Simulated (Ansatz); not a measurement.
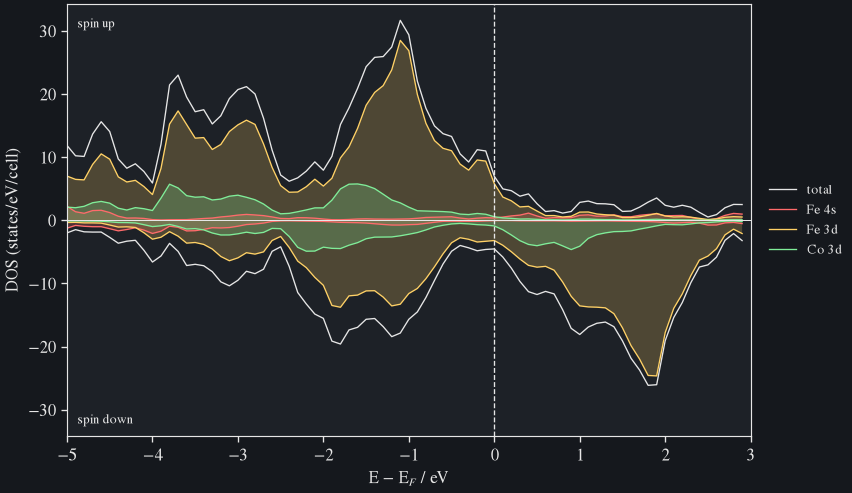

Density of states. Energies are counted from the Fermi level. The partial curves are projected on Löwdin-orthogonalised atomic shells. Spin-down states are drawn negative.

System: Fe13Co3, space group P1 (No. 1), 16 atoms in the cell.

Level of theory: DFT PBEsol, scalar-relativistic, plane waves, PAW, spin-polarised, 6×6×6 k mesh, 420 eV cutoff; code Ansatz.

> What is the density of states at the Fermi level?

It is a metal. The density of states at the Fermi level is about 13 per eV and cell (mean within 0.25 eV), or 0.83 per atom.

> How spin-polarised are the states at the Fermi level?

At the Fermi level spin up gives about 7.8 and spin down about 5.5 states per eV, a polarisation (up − down)/(up + down) of about 0.2.

> Is the cell magnetic? Give the net moment.

The two spin channels differ: the cell has a net moment of 35.9 μB, with spin up in the majority.
